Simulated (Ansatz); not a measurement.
Single-point calculation, with input and output: HfN (part 1 of 2)

The run: single-point calculation of HfN (P6₃/mmc, 48 atoms in the cell). Method and program: DFT PBE, scalar-relativistic, plane waves, PAW, no spin polarisation (Ansatz 0.2.0).

The structure derives from a Materials Project entry.

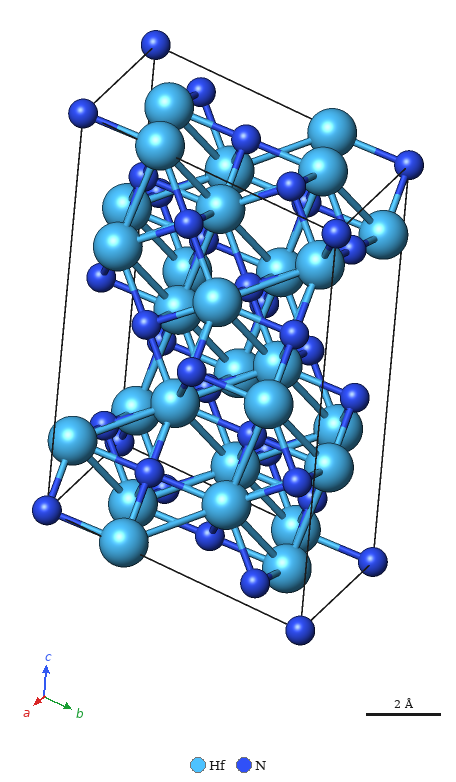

**Figure 1.** The structure (ball-and-stick view of the cell of the calculation, seen slightly off an axis). An atom can appear more than once, as a periodic image.

## Input file
```yaml
crystal:
  lattice:
    - [-4.700862, 2.714044, 5.416768]
    - [4.700862, -2.714044, 5.416768]
    - [4.700862, 8.142132, -5.416767]
  atoms:
    - { symbol: Hf, position: [0.541667, 0.208333, 0.0] }
    - { symbol: Hf, position: [0.041667, 0.708333, 0.0] }
    - { symbol: Hf, position: [0.875, 0.041666, 0.166667] }
    - { symbol: Hf, position: [0.375, 0.541666, 0.166667] }
    - { symbol: Hf, position: [0.208334, 0.875, 0.333333] }
    - { symbol: Hf, position: [0.708334, 0.375, 0.333333] }
    - { symbol: Hf, position: [0.541667, 0.708333, 0.5] }
    - { symbol: Hf, position: [0.041667, 0.208333, 0.5] }
    - { symbol: Hf, position: [0.875, 0.541666, 0.666667] }
    - { symbol: Hf, position: [0.375, 0.041666, 0.666667] }
    - { symbol: Hf, position: [0.208334, 0.375, 0.833333] }
    - { symbol: Hf, position: [0.708334, 0.875, 0.833333] }
    - { symbol: Hf, position: [0.958333, 0.291667, 0.0] }
    - { symbol: Hf, position: [0.458333, 0.791667, 0.0] }
    - { symbol: Hf, position: [0.291666, 0.125, 0.166667] }
    - { symbol: Hf, position: [0.791666, 0.625, 0.166667] }
    - { symbol: Hf, position: [0.625, 0.958334, 0.333333] }
    - { symbol: Hf, position: [0.125, 0.458334, 0.333333] }
    - { symbol: Hf, position: [0.958333, 0.791667, 0.5] }
    - { symbol: Hf, position: [0.458333, 0.291667, 0.5] }
    - { symbol: Hf, position: [0.291666, 0.625, 0.666667] }
    - { symbol: Hf, position: [0.791666, 0.125, 0.666667] }
    - { symbol: Hf, position: [0.625, 0.458334, 0.833333] }
    - { symbol: Hf, position: [0.125, 0.958334, 0.833333] }
    - { symbol: "N", position: [0.0, 0.0, 0.0] }
    - { symbol: "N", position: [0.5, 0.5, 0.0] }
    - { symbol: "N", position: [0.333333, 0.833333, 0.166667] }
    - { symbol: "N", position: [0.833333, 0.333333, 0.166667] }
    - { symbol: "N", position: [0.666667, 0.666667, 0.333333] }
    - { symbol: "N", position: [0.166667, 0.166667, 0.333333] }
    - { symbol: "N", position: [0.0, 0.5, 0.5] }
    - { symbol: "N", position: [0.5, 0.0, 0.5] }
    - { symbol: "N", position: [0.333333, 0.333333, 0.666667] }
    - { symbol: "N", position: [0.833333, 0.833333, 0.666667] }
    - { symbol: "N", position: [0.666667, 0.166667, 0.833333] }
    - { symbol: "N", position: [0.166667, 0.666667, 0.833333] }
    - { symbol: "N", position: [0.25, 0.25, 0.0] }
    - { symbol: "N", position: [0.75, 0.75, 0.0] }
    - { symbol: "N", position: [0.583333, 0.083333, 0.166667] }
    - { symbol: "N", position: [0.083333, 0.583333, 0.166667] }
    - { symbol: "N", position: [0.916667, 0.916667, 0.333333] }
    - { symbol: "N", position: [0.416667, 0.416667, 0.333333] }
    - { symbol: "N", position: [0.25, 0.75, 0.5] }
    - { symbol: "N", position: [0.75, 0.25, 0.5] }
    - { symbol: "N", position: [0.583333, 0.583333, 0.666667] }
    - { symbol: "N", position: [0.083333, 0.083333, 0.666667] }
    - { symbol: "N", position: [0.916667, 0.416667, 0.833333] }
    - { symbol: "N", position: [0.416667, 0.916667, 0.833333] }
basis:
  ecutwfc: 420
  fft_grid_basis: typed
kpoints:
  mp_grid: { grid: [2, 2, 2] }
hamiltonian:
  xc: pbe
  pseudopotentials: { kind: paw }
scf:
  occupations: { method: gaussian, width: 0.05 }
output:
  forces: true
  stress: false
  eigenvalues: true
  bader: false
  write_density: true
  volumetric_format: npy
```

Run as:
```bash
ansatz run input.yaml --threads 8 --pin off --max-ram 16384MiB --backend cpu --events-out ev --progress --plain --runs-dir out
```

## What the program printed
```
Warning: the atoms were moved onto the symmetric positions of the space group found under crystal.symmetry.tolerance 1.0e-5 (fractional; no operation is sought that the atoms, as they stand in a round, miss by more than twice it, and no atom is moved by as much as it), and the run uses the moved positions. Before a round's move an operation carried an atom to 1.25e-5 Å from where it should land, the largest such distance. Atom 2 (counting from 0) moved farthest, by 6.26e-6 Å; the longest move in fractions of the cell, of whichever atom, is 0.05 of the tolerance, in 1 round. To run the atoms as typed, lower crystal.symmetry.tolerance until the operations that they miss are no longer found, or set crystal.symmetry.detect: false (a key that needs symmetry detection or time reversal refuses this as the deck is read). The positions used, in the order of the run's atom list: position: [0.541667, 0.208333, 0.0]; position: [0.041667, 0.708333, 0.0]; position: [0.8750003333333334, 0.041666333333333326, 0.16666666666666666]; position: [0.3750003333333334, 0.5416663333333334, 0.16666666666666666]; position: [0.2083336666666667, 0.8749996666666666, 0.33333333333333337]; position: [0.7083336666666666, 0.3749996666666666, 0.33333333333333337]; position: [0.541667, 0.708333, 0.5]; position: [0.041667, 0.208333, 0.5]; position: [0.8750003333333334, 0.5416663333333334, 0.6666666666666666]; position: [0.3750003333333334, 0.041666333333333326, 0.6666666666666666]; position: [0.2083336666666667, 0.3749996666666666, 0.8333333333333334]; position: [0.7083336666666666, 0.8749996666666666, 0.8333333333333334]; position: [0.958333, 0.291667, 0.0]; position: [0.458333, 0.791667, 0.0]; position: [0.2916663333333333, 0.12500033333333335, 0.16666666666666666]; position: [0.7916663333333334, 0.6250003333333334, 0.16666666666666666]; position: [0.6249996666666666, 0.9583336666666666, 0.33333333333333337]; position: [0.12499966666666665, 0.4583336666666667, 0.33333333333333337]; position: [0.958333, 0.791667, 0.5]; position: [0.458333, 0.291667, 0.5]; position: [0.2916663333333333, 0.6250003333333334, 0.6666666666666666]; position: [0.7916663333333334, 0.12500033333333335, 0.6666666666666666]; position: [0.6249996666666666, 0.4583336666666667, 0.8333333333333334]; position: [0.12499966666666665, 0.9583336666666666, 0.8333333333333334]; position: [0.0, 0.0, 0.0]; position: [0.5, 0.5, 0.0]; position: [0.33333333333333337, 0.8333333333333334, 0.16666666666666666]; position: [0.8333333333333334, 0.33333333333333337, 0.16666666666666666]; position: [0.6666666666666666, 0.6666666666666666, 0.33333333333333337]; position: [0.16666666666666666, 0.16666666666666666, 0.33333333333333337]; position: [0.0, 0.5, 0.5]; position: [0.5, 0.0, 0.5]; position: [0.33333333333333337, 0.33333333333333337, 0.6666666666666666]; position: [0.8333333333333334, 0.8333333333333334, 0.6666666666666666]; position: [0.6666666666666666, 0.16666666666666666, 0.8333333333333334]; position: [0.16666666666666666, 0.6666666666666666, 0.8333333333333334]; position: [0.25, 0.25, 0.0]; position: [0.75, 0.75, 0.0]; position: [0.5833333333333334, 0.08333333333333336, 0.16666666666666666]; position: [0.08333333333333336, 0.5833333333333334, 0.16666666666666666]; position: [0.9166666666666666, 0.9166666666666666, 0.33333333333333337]; position: [0.41666666666666663, 0.41666666666666663, 0.33333333333333337]; position: [0.25, 0.75, 0.5]; position: [0.75, 0.25, 0.5]; position: [0.5833333333333334, 0.5833333333333334, 0.6666666666666666]; position: [0.08333333333333336, 0.08333333333333336, 0.6666666666666666]; position: [0.9166666666666666, 0.41666666666666663, 0.8333333333333334]; position: [0.41666666666666663, 0.9166666666666666, 0.8333333333333334]; The lattice was moved too: crystal.lattice keeps the space group found at crystal.symmetry.tolerance 1.0e-5 only nearly: the operation that it misses by the most changes a squared length by the fraction 2.16e-7. The run uses the lattice that is a stretch of the typed one, with no rotation, onto the one that keeps every operation to a double's rounding (on a very oblique basis the stretch itself rounds by more); the deck's lattice vector that moved farthest moved by 5.84e-7 Å. To run the lattice as typed, set crystal.symmetry.tolerance under 3.75e-8, the least fraction by which an operation that the lattice misses changes a squared length (the same key also sets how far an atom may lie from its image, so lowering it can lose operations that the atoms keep only within it), or set crystal.symmetry.detect: false, as for the atoms. crystal.lattice made exact, in Å and degrees: [[-4.700862169530927, 2.7140437063638236, 5.416767999999991], [4.700861881457806, -2.7140442053211005, 5.416767999999994], [4.700862220519681, 8.142132205321134, -5.416767499999993]]. Pasted over the deck's crystal.lattice, beside positions in fractional coordinates, it runs the same cell (given as lengths and angles, that cell in the form's own orientation, a rigid turn of the misfit's size from the one run here, for which a checkpoint.post_process_only pass over this run's state can be refused: where this run relaxes nothing, give such a pass this deck's own crystal.lattice, as typed; behind a relaxation, as crystal.lattice, the state's own cell, identity.cell in its checkpoint.json), and a matrix so pasted ends this notice, except on a very skew basis of the lattice, where the rounding of the pasted numbers themselves can read as a misfit: the cell is then moved again, and that move is told again. The lattice as run is in this notice's lattice.as_run_ang field (Run.prep()["deck_notices"] in Python, the deck_notice line of an events file, deck_notices of ansatz run --dry-run=json, or deck_notices in record.json in the deck's checkpoint.write directory).
Engine: ansatz 0.2.0, x86_64-unknown-linux-gnu
Pseudopotentials: kind: paw
Pseudopotential: Hf, paw, valence charge 26, recommended cutoff 420 eV (normal), Hf.paw.azcp
Pseudopotential: N, paw, valence charge 5, recommended cutoff 420 eV (normal), N.paw.azcp
Functional definition: PBE
  parameter kappa = 0.804
  parameter beta = 0.06672455060314922
  exchange = pbe_x(kappa = kappa, mu = beta*pi^2/3)
  correlation = pbe_c(beta = beta)
Crystal: 48 atoms, lattice volume = 552.872 Å³
Basis set: ecut = 420 eV, 10751 PW (Γ), exchange–correlation on 108×108×150 points (8 copies of the dense FFT grid, shifted against one another)
Bands: 447, of which v1, the nominal top of the filled ones, is band 372 counted from 1 (371 counted from 0)
Symmetry: 96 space group operations
Space group: P63/mmc (ITA 194), of the structure as read, at distance tolerance 8.2e-5 Å
k-points: 5 of 8
Non-local potential: Hf, projectors of the file, l = 0: 3, l = 1: 2, l = 2: 2, l = 3: 3
Non-local potential: N, projectors of the file, l = 0: 2, l = 1: 2, l = 2: 1
PAW form: soft (Blöchl's): semilocal exchange-correlation on the pseudo side does not see the compensation charge
PAW one-centre angular grid: Hf, 590 points (default); XC on 64 Gauss nodes
PAW one-centre angular grid: N, 110 points (default); XC on 64 Gauss nodes
Initial density: superposition of atomic densities (neutral atoms: chi_scale 0, normalization atom), corrected by the library's trained network
Initial wavefunctions: pseudopotential atomic-orbital guess
Functional: x = pbe(κ = 0.804, μ = 0.2195149727645171), c = pbe(β = 0.06672455060314922)
SCF iter   1: F=—  HF=-386606.850432 eV  |F-HF|=—  |Δ(HF+E_count)|=         —  Δρ=7.94e-3  dr2=3.08e-1  ethr=1.77e-3  ⟨swp⟩=5.4  Hψ=6506  notcnv=0  defer=111
preconditioner: auto → Resta (q_TF=auto, 2.867 Å⁻¹)  ε∞=6.3  [insulator: Δε(μ)=0.081 eV  Ē_g=18.111 eV  σ=0.050 eV  W_gap=0.74  n_scr=204 (ndim 8)  ℏωp=41.7 eV  f_vac=0.000  D(μ)=14.75/eV (n_scr^D=102)  ε∞_Penn≈6.3]
SCF iter   2: F=—  HF=-386606.791287 eV  |F-HF|=—  |Δ(HF+E_count)|=   5.91e-2  Δρ=3.56e-3  dr2=5.86e-2  ethr=4.14e-5  ⟨swp⟩=2.0  Hψ=3312  notcnv=0  defer=282
SCF iter   3: F=—  HF=-386606.779324 eV  |F-HF|=—  |Δ(HF+E_count)|=   1.20e-2  Δρ=8.28e-4  dr2=3.40e-3  ethr=7.88e-6  ⟨swp⟩=2.0  Hψ=3296  notcnv=0  defer=202
automatic band count: iteration 3 solves 431 bands in place of 447: the levels show a gap, and the empty bands left out lie too high to hold charge; the band table lists the bands solved (type scf.n_extra_bands for more)
SCF iter   4: F=—  HF=-386606.779175 eV  |F-HF|=—  |Δ(HF+E_count)|=   1.49e-4  Δρ=3.18e-4  dr2=4.33e-4  ethr=4.57e-7  ⟨swp⟩=2.0  Hψ=3781  notcnv=0  defer=202
SCF iter   5: F=—  HF=-386606.778413 eV  |F-HF|=—  |Δ(HF+E_count)|=   7.62e-4  Δρ=1.29e-4  dr2=5.71e-5  ethr=5.81e-8  ⟨swp⟩=2.6  Hψ=4057  notcnv=0  defer=202
SCF iter   6: F=—  HF=-386606.779400 eV  |F-HF|=—  |Δ(HF+E_count)|=   9.86e-4  Δρ=1.82e-5  dr2=1.33e-6  ethr=7.67e-9  ⟨swp⟩=2.0  Hψ=3422  notcnv=0  defer=202
SCF iter   7: F=—  HF=-386606.779400 eV  |F-HF|=—  |Δ(HF+E_count)|=   2.19e-7  Δρ=4.08e-6  dr2=5.55e-8  ethr=1.34e-11  ⟨swp⟩=11.4  Hψ=12649  notcnv=0
SCF iter   8: F=-386606.779400 eV  HF=-386606.779400 eV  |F-HF|=4.07e-10  |Δ(HF+E_count)|=   4.25e-8  Δρ=8.93e-7  dr2=3.61e-9  ethr=7.46e-12  ⟨swp⟩=4.8  Hψ=7606  notcnv=0
SCF 1 converged in 8 iterations: F = -386606.779400 eV  dr2 = 3.61e-9
  greatest PAW one-centre occupation: 0.998 electrons in one spin orbital (limit 2), on the Hf atom at site 11 (counted from 0), in its partial waves of l = 0
```

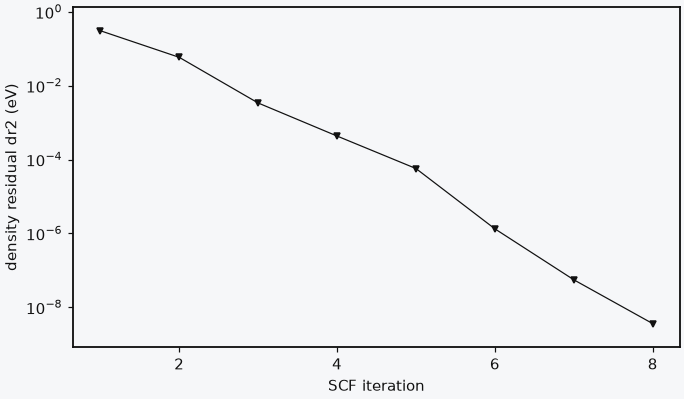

**Figure 2.** Convergence of the self-consistent field: density residual dr2 against the SCF iteration. The residual falls at every step.

```
SCF converged after 8 iterations
Free energy (F): -386606.779400 eV
Harris-Foulkes:  -386606.779400 eV  (|F-HF|=4.07e-10)
Internal energy: -386606.758549 eV  (E = F + TS)
E sigma→0 (E₀):  -386606.768975 eV
Entropy (-TS):   -0.020851 eV (-0.434 meV/atom)
Fermi energy:    23.232486 eV
--- Per-component energies (eV) ---
  E_band       = 4362.354151
  E_kinetic    = 13375.105004
  E_local      = -113280.400727  (includes V_loc(G=0)·N_el)
  E_nonlocal   = -28760.023164
  E_hartree    = 53805.560842
  E_xc         = -8684.378515
  E_vxc        = -8282.474984  (∫ρ·V_xc dr)
  E_paw        = -169317.514759  (= ΣΔE_a)
  E_vpaw       = 33699.030670  (= ΣTr[D̂ρ^β])
  E_aug_tail   = 0.002318  (compensation charges beyond the density's cutoff)
  E_ewald      = -133745.109547
  E_smearing   = -0.020851  (= −TS)
  E_closure    = -0.000000  (closes the sum)
  Σ components = -386606.779400   (vs F -386606.779400, Δ=0.00e0)
--- Forces (eV/Å), atoms counted from 1 ---
  atom   1  Hf     0.01419296    -0.00819431     0.00000000
  atom   2  Hf     0.01419296    -0.00819431    -0.00000000
  atom   3  Hf     0.01419296    -0.00819431    -0.00000000
  atom   4  Hf     0.01419296    -0.00819431     0.00000000
  atom   5  Hf     0.01419296    -0.00819431    -0.00000000
  atom   6  Hf     0.01419296    -0.00819431     0.00000000
  atom   7  Hf     0.01419296    -0.00819431     0.00000000
  atom   8  Hf     0.01419296    -0.00819431    -0.00000000
  atom   9  Hf     0.01419296    -0.00819431    -0.00000000
  atom  10  Hf     0.01419296    -0.00819431     0.00000000
  atom  11  Hf     0.01419296    -0.00819431    -0.00000000
  atom  12  Hf     0.01419296    -0.00819431     0.00000000
  atom  13  Hf    -0.01419296     0.00819431     0.00000000
  atom  14  Hf    -0.01419296     0.00819431    -0.00000000
  atom  15  Hf    -0.01419296     0.00819431    -0.00000000
  atom  16  Hf    -0.01419296     0.00819431     0.00000000
  atom  17  Hf    -0.01419296     0.00819431    -0.00000000
  atom  18  Hf    -0.01419296     0.00819431     0.00000000
  atom  19  Hf    -0.01419296     0.00819431     0.00000000
  atom  20  Hf    -0.01419296     0.00819431    -0.00000000
  atom  21  Hf    -0.01419296     0.00819431    -0.00000000
  atom  22  Hf    -0.01419296     0.00819431     0.00000000
  atom  23  Hf    -0.01419296     0.00819431     0.00000000
  atom  24  Hf    -0.01419296     0.00819431     0.00000000
  atom  25  N      0.00000000    -0.00000000    -0.00000000
  atom  26  N      0.00000000    -0.00000000     0.00000000
  atom  27  N     -0.00000000     0.00000000     0.00000000
  atom  28  N      0.00000000    -0.00000000    -0.00000000
  atom  29  N     -0.00000000     0.00000000    -0.00000000
  atom  30  N      0.00000000    -0.00000000    -0.00000000
  atom  31  N      0.00000000    -0.00000000     0.00000000
  atom  32  N      0.00000000    -0.00000000     0.00000000
  atom  33  N      0.00000000     0.00000000     0.00000000
  atom  34  N      0.00000000    -0.00000000    -0.00000000
  atom  35  N     -0.00000000     0.00000000     0.00000000
  atom  36  N      0.00000000    -0.00000000     0.00000000
  atom  37  N      0.00000000     0.00000000     0.00000000
  atom  38  N      0.00000000     0.00000000    -0.00000000
  atom  39  N      0.00000000    -0.00000000    -0.00000000
  atom  40  N     -0.00000000    -0.00000000    -0.00000000
  atom  41  N      0.00000000    -0.00000000    -0.00000000
  atom  42  N      0.00000000     0.00000000     0.00000000
  atom  43  N     -0.00000000     0.00000000     0.00000000
  atom  44  N     -0.00000000     0.00000000     0.00000000
```
